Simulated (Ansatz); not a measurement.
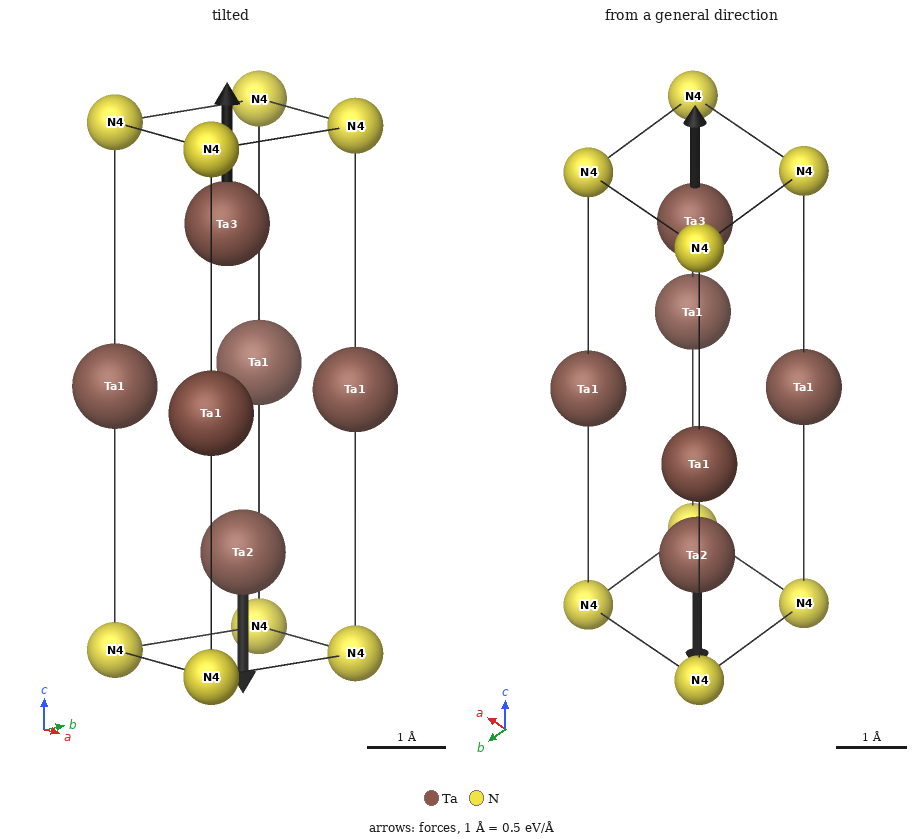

The crystal in a spheres-only representation, seen slightly off an axis and from a general direction. The wireframe shows the simulation cell. The arrows are the computed forces on the atoms.

System: Ta3N. Electronic-structure method: DFT PBEsol, scalar-relativistic, plane waves, PAW in Ansatz. Parameters: a plane-wave cutoff of 420 eV, 18×18×8 k-points, Gaussian smearing of 0.15 eV, no spin polarisation.

> Would an optimiser stop at this geometry?

No. The atoms still feel forces of up to about 0.66 eV/Å, far above a usual threshold of 0.01 to 0.03 eV/Å.

> Name the atom under the greatest force.

Ta2 and Ta3, about 0.66 eV/Å.

Starting structure: a structure listed in the Materials Project. The cell was then strained or its atoms displaced on purpose. A calculation with Ansatz used it as input.
